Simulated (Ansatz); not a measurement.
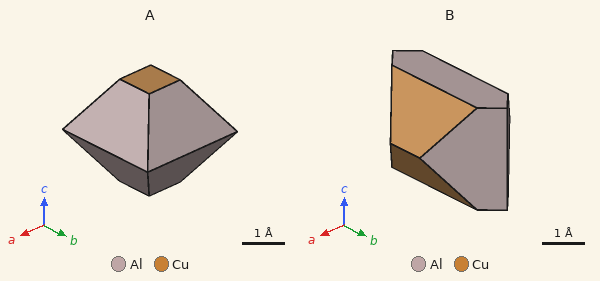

Computed Voronoi cells of the 2 sites of this structure, drawn to one scale and in one orientation; each face has the colour of the neighbour behind it.

Al2Cu, space group P4/mmm (No. 123), a = 4.043 Å, b = 4.043 Å, c = 2.822 Å, α = 90.00°, β = 90.00°, γ = 90.00°

```json
{"site": "Al", "Wyckoff": "2e", "x": "0.5000", "y": "0.0000", "z": "0.5000"}
{"site": "Cu", "Wyckoff": "1a", "x": "0.0000", "y": "0.0000", "z": "0.0000"}
```

Source: coordinates from a relaxation with DFT LDA, scalar-relativistic, plane waves, PAW (Ansatz).

**Which cell belongs to which site?**

A is Cu (10 faces above 1 % of the solid angle, 12.4 Å³, mostly facing Al); B is Al (10 faces above 1 % of the solid angle, 16.8 Å³, facing Al 54 %, Cu 46 %).
